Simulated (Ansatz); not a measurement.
# Hf3H8: what a guessed cell relaxes into, part 2 of 2

The task: take a trial cell of Hf3H8 to zero force and stress, then test the end with a random kick.

Ansatz 0.2.0; DFT PBE, scalar-relativistic, plane waves, PAW. The steps go on from the part before.

## Step 5: Random kick, then relaxation

Atoms are moved at random (σ = 0.15 Å a coordinate) and the cell is strained at random (σ = 1.5 % a component).

input.yaml

```yaml
crystal:
  lattice:
    - [4.7039212028, 0.0117782207, -0.0003210807]
    - [0.0117782207, 4.7058032855, 0.0175159915]
    - [-0.0003210807, 0.0175159915, 4.6353490206]
  atoms:
    - { symbol: Hf, position: [0.5048857535, 0.0041942277, -0.0135250273] }
    - { symbol: Hf, position: [0.0249106193, 0.5656583857, 0.0343620232] }
    - { symbol: Hf, position: [0.030126625, 0.0252175363, 0.505183234] }
    - { symbol: H, position: [0.7503544267, 0.749816125, 0.748138582] }
    - { symbol: H, position: [0.2198058053, 0.2318266852, 0.7497469709] }
    - { symbol: H, position: [0.250682911, 0.7268713451, 0.2810324141] }
    - { symbol: H, position: [0.7522578568, 0.2229737251, 0.2181767457] }
    - { symbol: H, position: [0.7777975874, 0.7062611491, 0.2327909041] }
    - { symbol: H, position: [0.1983717988, 0.2385363753, 0.2380159984] }
    - { symbol: H, position: [0.7131851326, 0.2475919331, 0.7426236167] }
    - { symbol: H, position: [0.2776214836, 0.7810525126, 0.7634545382] }
basis:
  ecutwfc: 420
kpoints:
  mp_grid: { grid: [6, 6, 6] }
hamiltonian:
  xc: pbe
scf:
  occupations: { method: gaussian, width: 0.2 }
  lower_state_search: "off"
output:
  forces: true
  stress: true
  eigenvalues: true
relax:
  adjacent_minimum: "off"
  f_tol: 0.025
  max_steps: 60
  cell: { stress_tol: 0.25 }
```

On the command line:

```sh
ansatz run input.yaml --threads 4 --pin off --max-ram 8192MiB --backend cpu --events-out ev --progress --plain --runs-dir out
```

Standard output:

```text
Warning: RAYON_NUM_THREADS=4 ignored (pool sized by the plan → 4); use --threads N
Engine: ansatz 0.2.0, aarch64-unknown-linux-gnu
Pseudopotentials: kind: paw
Pseudopotential: Hf, paw, valence charge 26, recommended cutoff 420 eV (normal), Hf.paw.azcp
Pseudopotential: H, paw, valence charge 1, recommended cutoff 420 eV (normal), H.paw.azcp
Functional definition: PBE
  parameter kappa = 0.804
  parameter beta = 0.06672455060314922
  exchange = pbe_x(kappa = kappa, mu = beta*pi^2/3)
  correlation = pbe_c(beta = beta)
Crystal: 11 atoms, lattice volume = 102.605 Å³
Basis set: ecut = 420 eV, 1991 PW (Γ), exchange–correlation on 64×64×64 points (8 copies of the dense FFT grid, shifted against one another)
Bands: 54, of which v1, the nominal top of the filled ones, is band 43 counted from 1 (42 counted from 0)
Symmetry: 1 space group operations
Space group: P1 (ITA 1), of the structure as read, at distance tolerance 4.7e-5 Å
k-points: 112 of 216 (time reversal used)
Non-local potential: Hf, projectors of the file, l = 0: 3, l = 1: 2, l = 2: 2, l = 3: 3
Non-local potential: H, projectors of the file, l = 0: 2, l = 1: 1
PAW form: soft (Blöchl's): semilocal exchange-correlation on the pseudo side does not see the compensation charge
PAW one-centre angular grid: Hf, 590 points (default); XC on 64 Gauss nodes
PAW one-centre angular grid: H, 110 points (default); XC on 64 Gauss nodes
Initial density: superposition of atomic densities (neutral atoms: chi_scale 0, normalization atom), corrected by the library's trained network
Initial wavefunctions: pseudopotential atomic-orbital guess
Functional: x = pbe(κ = 0.804, μ = 0.2195149727645171), c = pbe(β = 0.06672455060314922)
SCF iter   1: F=—  HF=-47292.558620 eV  |F-HF|=—  |Δ(HF+E_count)|=         —  Δρ=5.76e-3  dr2=6.81e-2  ethr=1.77e-3  ⟨swp⟩=5.6  Hψ=19475  notcnv=0
preconditioner: auto → LDOS  [metal: Δε(μ)=0.008 eV  Ē_g=17.676 eV  σ=0.200 eV  W_gap=0.02  n_scr=26 (ndim 8)  ℏωp=32.8 eV  f_vac=0.049  D(μ)=3.62/eV (n_scr^D=26)  β→1.0]
SCF iter   2: F=—  HF=-47292.547301 eV  |F-HF|=—  |Δ(HF+E_count)|=   1.13e-2  Δρ=2.25e-3  dr2=5.19e-3  ethr=7.91e-5  ⟨swp⟩=2.0  Hψ=8196  notcnv=0
SCF iter   3: F=—  HF=-47292.547316 eV  |F-HF|=—  |Δ(HF+E_count)|=   1.48e-5  Δρ=1.16e-3  dr2=2.05e-3  ethr=6.03e-6  ⟨swp⟩=2.0  Hψ=10237  notcnv=0
SCF iter   4: F=—  HF=-47292.546801 eV  |F-HF|=—  |Δ(HF+E_count)|=   5.14e-4  Δρ=3.30e-4  dr2=2.05e-4  ethr=2.38e-6  ⟨swp⟩=2.0  Hψ=10105  notcnv=0
SCF iter   5: F=—  HF=-47292.546752 eV  |F-HF|=—  |Δ(HF+E_count)|=   4.98e-5  Δρ=1.41e-4  dr2=4.81e-5  ethr=2.39e-7  ⟨swp⟩=2.0  Hψ=9089  notcnv=0
SCF iter   6: F=—  HF=-47292.546791 eV  |F-HF|=—  |Δ(HF+E_count)|=   3.99e-5  Δρ=4.94e-5  dr2=3.44e-6  ethr=5.59e-8  ⟨swp⟩=2.0  Hψ=9107  notcnv=0
SCF iter   7: F=—  HF=-47292.546792 eV  |F-HF|=—  |Δ(HF+E_count)|=   4.62e-7  Δρ=1.27e-5  dr2=2.02e-7  ethr=4.01e-9  ⟨swp⟩=3.0  Hψ=10074  notcnv=0
SCF iter   8: F=-47292.546792 eV  HF=-47292.546792 eV  |F-HF|=6.58e-9  |Δ(HF+E_count)|=   5.82e-8  Δρ=3.59e-6  dr2=1.55e-8  ethr=1.16e-10  ⟨swp⟩=9.5  Hψ=25347  notcnv=0
SCF 1 converged in 8 iterations: F = -47292.546792 eV  dr2 = 1.55e-8
relax step   1: F+E_penalty+E_count = -47292.54679193 eV  Δ(F+E_penalty+E_count) = +0.000e0 eV  max|allowed force component| = 4.649e0 eV/Å  Δτ_max = 0.0000 Å  P = +8.290 GPa  Ω = 102.605 Å³  (8 SCF iters, dr2 threshold 1.00e-7 eV, accepted)
Crystal: 11 atoms, lattice volume = 103.760 Å³
Basis set: ecut = 420 eV, 2021 PW (Γ), exchange–correlation on 64×64×64 points (8 copies of the dense FFT grid, shifted against one another)
Initial density: handed on by an earlier stage of this run
Initial wavefunctions: those handed on with the density
iter 1 solved again at ethr=4.39e-4 eV; its pass at ethr=3.10e-3 eV (dr2=3.78e-1 eV) is discarded
SCF iter   1: F=—  HF=-47294.497383 eV  |F-HF|=—  |Δ(HF+E_count)|=         —  Δρ=2.69e-2  dr2=3.77e-1  ethr=4.39e-4  ⟨swp⟩=1.0  Hψ=28196  notcnv=0
preconditioner: auto → LDOS  [metal: Δε(μ)=0.001 eV  Ē_g=17.708 eV  σ=0.200 eV  W_gap=0.00  n_scr=26 (ndim 8)  ℏωp=32.6 eV  f_vac=0.051  D(μ)=3.53/eV (n_scr^D=26)  β→1.0]
SCF iter   2: F=—  HF=-47294.375049 eV  |F-HF|=—  |Δ(HF+E_count)|=   1.22e-1  Δρ=9.99e-3  dr2=5.77e-2  ethr=4.39e-4  ⟨swp⟩=2.2  Hψ=12113  notcnv=0
SCF iter   3: F=—  HF=-47294.359760 eV  |F-HF|=—  |Δ(HF+E_count)|=   1.53e-2  Δρ=2.63e-3  dr2=7.02e-3  ethr=6.71e-5  ⟨swp⟩=2.0  Hψ=11987  notcnv=0  defer=5
SCF iter   4: F=—  HF=-47294.355686 eV  |F-HF|=—  |Δ(HF+E_count)|=   4.07e-3  Δρ=6.51e-4  dr2=3.63e-4  ethr=8.16e-6  ⟨swp⟩=2.0  Hψ=10780  notcnv=0  defer=5
SCF iter   5: F=—  HF=-47294.355653 eV  |F-HF|=—  |Δ(HF+E_count)|=   3.33e-5  Δρ=2.92e-4  dr2=7.48e-5  ethr=4.22e-7  ⟨swp⟩=2.0  Hψ=10767  notcnv=0  defer=5
SCF iter   6: F=—  HF=-47294.355657 eV  |F-HF|=—  |Δ(HF+E_count)|=   4.48e-6  Δρ=9.45e-5  dr2=7.70e-6  ethr=8.69e-8  ⟨swp⟩=2.0  Hψ=10152  notcnv=0  defer=5
SCF iter   7: F=-47294.355661 eV  HF=-47294.355661 eV  |F-HF|=2.16e-8  |Δ(HF+E_count)|=   3.72e-6  Δρ=2.37e-5  dr2=6.32e-7  ethr=1.28e-9  ⟨swp⟩=7.1  Hψ=28214  notcnv=0
SCF 2 converged in 7 iterations: F = -47294.355661 eV  dr2 = 6.32e-7
relax step   2: F+E_penalty+E_count = -47294.35566101 eV  Δ(F+E_penalty+E_count) = -1.809e0 eV  max|allowed force component| = 1.344e0 eV/Å  Δτ_max = 0.1932 Å  P = +0.353 GPa  Ω = 103.760 Å³  energy of the carried Pulay correction = -1.472e-3 eV  (7 SCF iters, dr2 threshold 1.10e-6 eV, accepted)
Crystal: 11 atoms, lattice volume = 100.311 Å³
Basis set: ecut = 420 eV, 1945 PW (Γ), exchange–correlation on 64×64×64 points (8 copies of the dense FFT grid, shifted against one another)
iter 1 solved again at ethr=3.30e-4 eV; its pass at ethr=3.10e-3 eV (dr2=2.83e-1 eV) is discarded
SCF iter   1: F=—  HF=-47294.964554 eV  |F-HF|=—  |Δ(HF+E_count)|=         —  Δρ=2.29e-2  dr2=2.84e-1  ethr=3.30e-4  ⟨swp⟩=1.0  Hψ=27759  notcnv=0
preconditioner: auto → LDOS  [metal: Δε(μ)=0.001 eV  Ē_g=17.814 eV  σ=0.200 eV  W_gap=0.00  n_scr=26 (ndim 8)  ℏωp=33.2 eV  f_vac=0.038  D(μ)=3.43/eV (n_scr^D=26)  β→1.0]
SCF iter   2: F=—  HF=-47294.904084 eV  |F-HF|=—  |Δ(HF+E_count)|=   6.05e-2  Δρ=9.49e-3  dr2=7.24e-2  ethr=3.30e-4  ⟨swp⟩=2.4  Hψ=12214  notcnv=0  defer=1
SCF iter   3: F=—  HF=-47294.881840 eV  |F-HF|=—  |Δ(HF+E_count)|=   2.22e-2  Δρ=2.48e-3  dr2=5.66e-3  ethr=8.42e-5  ⟨swp⟩=2.1  Hψ=11903  notcnv=0  defer=9
SCF iter   4: F=—  HF=-47294.878983 eV  |F-HF|=—  |Δ(HF+E_count)|=   2.86e-3  Δρ=6.33e-4  dr2=3.48e-4  ethr=6.58e-6  ⟨swp⟩=2.0  Hψ=10783  notcnv=0  defer=9
SCF iter   5: F=—  HF=-47294.878928 eV  |F-HF|=—  |Δ(HF+E_count)|=   5.51e-5  Δρ=2.23e-4  dr2=3.60e-5  ethr=4.04e-7  ⟨swp⟩=2.0  Hψ=10770  notcnv=0  defer=9
SCF iter   6: F=—  HF=-47294.878943 eV  |F-HF|=—  |Δ(HF+E_count)|=   1.52e-5  Δρ=7.99e-5  dr2=4.98e-6  ethr=4.18e-8  ⟨swp⟩=2.0  Hψ=10249  notcnv=0  defer=9
SCF iter   7: F=-47294.878947 eV  HF=-47294.878947 eV  |F-HF|=9.21e-8  |Δ(HF+E_count)|=   3.76e-6  Δρ=2.10e-5  dr2=4.65e-7  ethr=1.28e-9  ⟨swp⟩=7.2  Hψ=27484  notcnv=0
SCF 3 converged in 7 iterations: F = -47294.878947 eV  dr2 = 4.65e-7
relax step   3: F+E_penalty+E_count = -47294.87894678 eV  Δ(F+E_penalty+E_count) = -5.233e-1 eV  max|allowed force component| = 4.372e-1 eV/Å  Δτ_max = 0.1985 Å  P = +1.355 GPa  Ω = 100.311 Å³  energy of the carried Pulay correction = +2.972e-3 eV  (7 SCF iters, dr2 threshold 1.10e-6 eV, accepted)
[... 11 lines left out ...]
relax step   4: F+E_penalty+E_count = -47294.93780994 eV  Δ(F+E_penalty+E_count) = -5.886e-2 eV  max|allowed force component| = 4.848e-2 eV/Å  Δτ_max = 0.0645 Å  P = -0.352 GPa  Ω = 101.012 Å³  energy of the carried Pulay correction = +2.057e-3 eV  (6 SCF iters, dr2 threshold 1.10e-6 eV, accepted)
[... 9 lines left out ...]
relax step   5: F+E_penalty+E_count = -47294.94000469 eV  Δ(F+E_penalty+E_count) = -2.195e-3 eV  max|allowed force component| = 1.962e-3 eV/Å  Δτ_max = 0.0162 Å  P = -0.027 GPa  Ω = 100.946 Å³  energy of the carried Pulay correction = +2.143e-3 eV  (5 SCF iters, dr2 threshold 8.52e-7 eV, accepted)
Initial wavefunctions: pseudopotential atomic-orbital guess (no wavefunctions were taken with the density)
iter 1 solved again at ethr=1.07e-7 eV; its pass at ethr=3.10e-3 eV (dr2=9.17e-5 eV) is discarded
SCF iter   1: F=—  HF=-47294.937710 eV  |F-HF|=—  |Δ(HF+E_count)|=         —  Δρ=7.58e-5  dr2=1.10e-6  ethr=1.07e-7  ⟨swp⟩=4.1  Hψ=36570  notcnv=0
preconditioner: auto → LDOS  [metal: Δε(μ)=0.012 eV  Ē_g=17.866 eV  σ=0.200 eV  W_gap=0.03  n_scr=26 (ndim 8)  ℏωp=33.1 eV  f_vac=0.044  D(μ)=3.45/eV (n_scr^D=26)  β→1.0]
SCF iter   2: F=—  HF=-47294.937851 eV  |F-HF|=—  |Δ(HF+E_count)|=   1.40e-4  Δρ=1.59e-5  dr2=1.89e-7  ethr=1.28e-9  ⟨swp⟩=2.6  Hψ=11339  notcnv=0
SCF iter   3: F=—  HF=-47294.937851 eV  |F-HF|=—  |Δ(HF+E_count)|=   2.68e-7  Δρ=1.03e-5  dr2=9.79e-8  ethr=2.19e-10  ⟨swp⟩=3.0  Hψ=12824  notcnv=0
SCF iter   4: F=—  HF=-47294.937851 eV  |F-HF|=—  |Δ(HF+E_count)|=   1.13e-8  Δρ=3.87e-6  dr2=1.90e-8  ethr=1.14e-10  ⟨swp⟩=2.0  Hψ=10794  notcnv=0
SCF iter   5: F=-47294.937851 eV  HF=-47294.937851 eV  |F-HF|=2.33e-9  |Δ(HF+E_count)|=  7.79e-10  Δρ=1.23e-6  dr2=2.20e-9  ethr=3.20e-12  ⟨swp⟩=5.2  Hψ=31345  notcnv=0
SCF 6 converged in 5 iterations: F = -47294.937851 eV  dr2 = 2.20e-9
relax step   6: F+E_penalty+E_count = -47294.93785058 eV  Δ(F+E_penalty+E_count) = +2.154e-3 eV  max|allowed force component| = 2.063e-3 eV/Å  Δτ_max = 0.0000 Å  P = -0.022 GPa  Ω = 100.946 Å³  stress off target by 5.04e-2 GPa  SCF on the basis re-selected at this cell (its energy is not comparable with the rows above)  (5 SCF iters)
basis re-selected at this cell: Δ(F+E_penalty+E_count) = +2.154e-3 eV, ΔP = +0.006 GPa vs the last step (what re-selecting the basis moved, of the pressure what is left beyond the Pulay correction that the steps carried, after the strain that the cell walked since its last selection, with what the two solves' SCF thresholds leave and, on support functions, any second-order correction that the steps lacked; it is no measure of the basis error at this ecutwfc). This SCF's stress stands 5.04e-2 GPa from its target on what of the cell is left free (relax.cell.stress_tol is 2.50e-1 GPa) and its largest allowed force component is 2.06e-3 eV/Å (relax.f_tol is 2.50e-2 eV/Å): within both
SCF converged after 5 iterations
Free energy (F): -47294.937851 eV
Harris-Foulkes:  -47294.937851 eV  (|F-HF|=2.33e-9)
Internal energy: -47294.868840 eV  (E = F + TS)
E sigma→0 (E₀):  -47294.903346 eV
Entropy (-TS):   -0.069010 eV (-6.274 meV/atom)
Fermi energy:    13.261623 eV
--- Per-component energies (eV) ---
  E_band       = -378.720983
  E_kinetic    = 1377.612605
  E_local      = -18918.469523  (includes V_loc(G=0)·N_el)
  E_nonlocal   = -3721.462431
  E_hartree    = 8753.562125
  E_xc         = -972.315527
  E_vxc        = -892.336526  (∫ρ·V_xc dr)
  E_paw        = -20784.850592  (= ΣΔE_a)
  E_vpaw       = 4268.823334  (= ΣTr[D̂ρ^β])
  E_aug_tail   = -0.010315  (compensation charges beyond the density's cutoff)
  E_ewald      = -13028.935184
  E_smearing   = -0.069010  (= −TS)
  E_closure    = 0.000000  (closes the sum)
  Σ components = -47294.937851   (vs F -47294.937851, Δ=0.00e0)
--- Forces (eV/Å), atoms counted from 1 ---
  atom   1  Hf    -0.00090485    -0.00013042     0.00012672
  atom   2  Hf     0.00055806    -0.00050469     0.00031591
  atom   3  Hf     0.00025041    -0.00030500    -0.00041990
  atom   4  H      0.00065403    -0.00157058    -0.00004809
  atom   5  H      0.00126088     0.00017804     0.00022350
  atom   6  H     -0.00014426     0.00039409    -0.00031641
  atom   7  H      0.00005725     0.00085373     0.00206282
  atom   8  H     -0.00081998     0.00030164    -0.00050189
  atom   9  H     -0.00053625     0.00135982     0.00016873
  atom  10  H      0.00060861    -0.00080548    -0.00003373
  atom  11  H     -0.00098071     0.00023663    -0.00157803
  max |Σ_I F_I| component: 7.79e-6 eV/Å
--- Stress (GPa, compression-positive) ---
       -0.026937       0.013087      -0.013781
        0.013087      -0.022805       0.015738
       -0.013781       0.015738      -0.015216
  P = ⅓ Tr σ = -0.0217 GPa (-0.217 kbar)
--- Band table (eV; the first three rows and the last of 112) ---
  k-point 0: bands = ["-48.8575", "-48.8185", "-48.8182", "-17.7775", "-17.7774", "-17.7773", "-17.4661", "-17.4659", "-17.4658", "-17.3456", "-17.3453", "-17.3452", "1.1259", "1.1935", "1.1937", "1.1937", "1.1956", "1.1957", "1.1957", "1.1969", "1.1970", "1.1973", "1.2078", "1.2080", "1.2080", "1.2134", "1.2137", "1.2271", "1.2272", "1.2272", "1.2375", "1.2375", "1.2376", "3.5509", "7.9427", "7.9439", "7.9444", "9.3508", "9.3516", "9.3531", "10.2455", "11.4159", "11.4166", "13.7614", "15.0026", "15.0049", "15.0059", "17.4089", "17.4107", "18.6181", "18.7080", "18.7095", "18.7102", "21.0594"]
  k-point 1: bands = ["-48.8552", "-48.8205", "-48.8184", "-17.7607", "-17.7606", "-17.7510", "-17.4729", "-17.4729", "-17.4674", "-17.3770", "-17.3561", "-17.3559", "1.1302", "1.1923", "1.1947", "1.1947", "1.1964", "1.1965", "1.1965", "1.1970", "1.1970", "1.1979", "1.2076", "1.2076", "1.2094", "1.2094", "1.2134", "1.2253", "1.2253", "1.2261", "1.2353", "1.2358", "1.2358", "3.7903", "7.9912", "7.9918", "8.0967", "8.4686", "9.2814", "9.2822", "10.5631", "11.6936", "12.0337", "12.5435", "15.1054", "15.1068", "16.4651", "16.8091", "17.3552", "17.9355", "18.2764", "18.2771", "18.7103", "19.6107"]
  k-point 2: bands = ["-48.8492", "-48.8264", "-48.8184", "-17.7205", "-17.7204", "-17.6773", "-17.4958", "-17.4957", "-17.4700", "-17.4616", "-17.3754", "-17.3752", "1.1417", "1.1901", "1.1925", "1.1948", "1.1958", "1.1958", "1.1971", "1.1971", "1.2000", "1.2000", "1.2041", "1.2072", "1.2131", "1.2131", "1.2134", "1.2208", "1.2208", "1.2218", "1.2314", "1.2314", "1.2315", "4.4655", "7.0856", "8.0999", "8.1007", "8.5114", "9.1339", "9.1349", "11.0884", "11.2059", "12.4618", "13.0263", "15.2902", "15.2913", "15.4536", "16.1398", "17.5748", "17.7733", "17.7746", "18.5193", "18.6694", "18.7149"]
  k-point 111: bands = ["-48.8314", "-48.8314", "-48.8310", "-17.9321", "-17.6987", "-17.6986", "-17.6986", "-17.3842", "-17.3839", "-17.3355", "-17.3352", "-17.3351", "1.1593", "1.1593", "1.1595", "1.1633", "1.1888", "1.1889", "1.1889", "1.1922", "1.1923", "1.2219", "1.2220", "1.2227", "1.2227", "1.2228", "1.2257", "1.2259", "1.2260", "1.2316", "1.2318", "1.2318", "1.2526", "6.4869", "6.4871", "6.4877", "6.8219", "9.3584", "9.4617", "9.4628", "9.4633", "13.8079", "13.8091", "13.8103", "15.1303", "15.1324", "15.1330", "16.1044", "16.1059", "18.4012", "18.4017", "18.4032", "19.0237", "19.8381"]
--- Relaxed structure (5 steps of the walk, 5 accepted, 1 SCFs on fresh bases) ---
  F+E_penalty+E_count = -47294.93785058 eV   max|allowed force component| = 2.063e-3 eV/Å   (the final SCF, on the basis selected at the relaxed cell)
  cell:  # Å, volume = 100.9460 Å³
    - [4.65659028123231, -0.00022865568546789075, 0.0003471657855845542]
    - [-0.00022670076026249392, 4.656282144039973, -0.00026192098491596705]
    - [0.0003418326681889271, -0.00025654210155926643, 4.65566488478361]
  atoms:
    - { symbol: Hf, position: [0.5000120454135698, 2.5314997346927183e-6, 1.925447212245317e-6] }
    - { symbol: Hf, position: [-5.3877600739192304e-6, 0.5000185002277079, -3.5980573590177414e-6] }
    - { symbol: Hf, position: [7.83146340810315e-8, 6.595723595796746e-6, 0.5000120437554884] }
    - { symbol: H, position: [0.7454132938004294, 0.7454421260713056, 0.7454276522161098] }
    - { symbol: H, position: [0.2545686375702294, 0.254562265553683, 0.7454204516884584] }
    - { symbol: H, position: [0.25461505056986783, 0.7453710390824116, 0.2546318507202028] }
    - { symbol: H, position: [0.7454559843960247, 0.2545167054147785, 0.25452734725531273] }
    - { symbol: H, position: [0.7453946721453991, 0.7454074676230499, 0.2546181874018479] }
    - { symbol: H, position: [0.254582102051747, 0.25457986950394906, 0.2545654741461544] }
    - { symbol: H, position: [0.7453492116043213, 0.2546730498804851, 0.74537049896803] }
    - { symbol: H, position: [0.2546143118938513, 0.7454198496192995, 0.7454281664585428] }
```

It took 2 min on 4 threads of Arm Neoverse V1, shared host; peak memory 0.74 GiB.

Relaxation path:

```
step  E - E(step 1) (eV/cell)  largest force component (eV/Å)  pressure (GPa)  volume (Å³)
   1                   0.0000                          4.6494            8.29       102.60
   2                  -1.8089                          1.3440            0.35       103.76
   3                  -2.3322                          0.4372            1.36       100.31
   4                  -2.3910                          0.0485           -0.35       101.01
   5                  -2.3932                          0.0020           -0.03       100.95
   6                  -2.3911                          0.0021           -0.02       100.95
```

Step 1 is the start. Step 6 repeats the geometry before it on a plane-wave basis chosen anew for that cell, so its energy need not be comparable with the rows above.

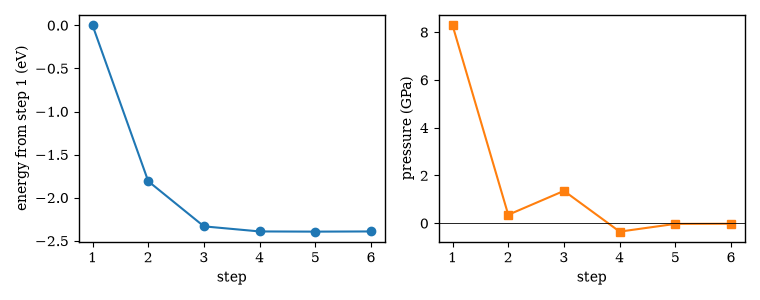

Energy and pressure along the relaxation.

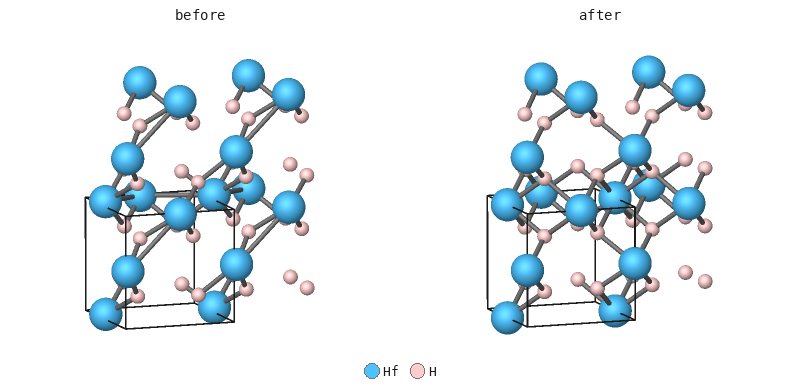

Before and after, at one scale.

|  | before | after | change |
| --- | --- | --- | --- |
| a (Å) | 4.704 | 4.657 | -1.0 % |
| b (Å) | 4.706 | 4.656 | -1.1 % |
| c (Å) | 4.635 | 4.656 | +0.4 % |
| α (°) | 89.57 | 90.01 | +0.5 % |
| β (°) | 90.01 | 89.99 | 0.0 % |
| γ (°) | 89.71 | 90.01 | +0.3 % |
| volume (Å³/atom) | 9.33 | 9.18 | -1.6 % |
| shortest distance (Å) | 1.624 | 2.028 | +24.9 % |
| space group (0.01 Å) | P1 | Pm-3m | changed |

Change from the reference: 0.0 meV/atom, +0.1 % in volume. At a tolerance of 0.1 Å, which suits this loose relaxation, its space group is Pm-3m.

## Step 6: What came out

The summary covers parts 1 to 2.

```
                                                              quantity                                                                      value
                                symmetry at the end (tolerance 0.05 Å)                                                space group Pm-3m (No. 221)
                                                     conventional cell  a = 4.654 Å, b = 4.654 Å, c = 4.654 Å, α = 90.00°, β = 90.00°, γ = 90.00°
                                                                volume                                                               9.17 Å³/atom
energy over the elements (uncorrected; H, N, O, F and Cl as molecules)                                                              -0.35 eV/atom
                                                       gap on the mesh                                                               none (metal)
```

In words: The space group Pm-3m (No. 221) is kept, at nearly the size of the first guess. It lies below the elements, which doesn't yet make it stable: competing phases were not computed in this session. It survived the kick, though modes of other wave vectors, which need another repeat, weren't probed. Spin-orbit coupling is left out for Hf.
